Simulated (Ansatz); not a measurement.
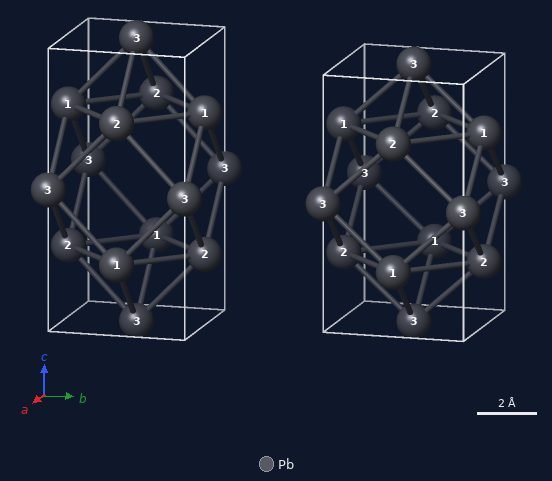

Two geometries of solid Pb (set up in I4/mmm) (coarse preliminary run), drawn at one scale. One is the start of a relaxation, the other its converged end. The picture is a ball-and-stick view of the conventional cell (2 times the calculation's cell), seen slightly off an axis. Lengths and directions refer to the drawn axes.

Theory: DFT PBE, scalar-relativistic, plane waves, PAW in Ansatz 0.2.0. Set-up: plane-wave cutoff 420 eV; k-point mesh 6 × 6 × 6; occupations gaussian; smearing width 0.1 eV; no spin polarisation; cell and atoms relaxed; force threshold 0.0325 eV/Å; at most 70 steps.

Which of the two is the end point?

The right one is the relaxed one. Case: 2 of 2 Li taken out, relaxed. The energy falls by 54.5 meV per cell of the calculation in 5 accepted moves (6 points after the start). All forces vanish by symmetry, so only the cell relaxes. The pressure goes from −1.35 to −0.03 GPa. At 1 point the geometry stayed and the basis and grid were re-selected for the new cell (energy shift of 0.2 meV per cell of the calculation at most each time). No atom moves by more than 0.005 Å relative to the cell. The volume changes by −3.7 %, with a = b 4.825 → 4.969 Å (+3.0 %), c 9.862 → 8.958 Å (−9.2 %). Among the contacts that change: Pb1–Pb3 3.450 → 3.345 Å, Pb1–Pb2 3.412 → 3.514 Å. The space group stays I4/mmm (No. 139).
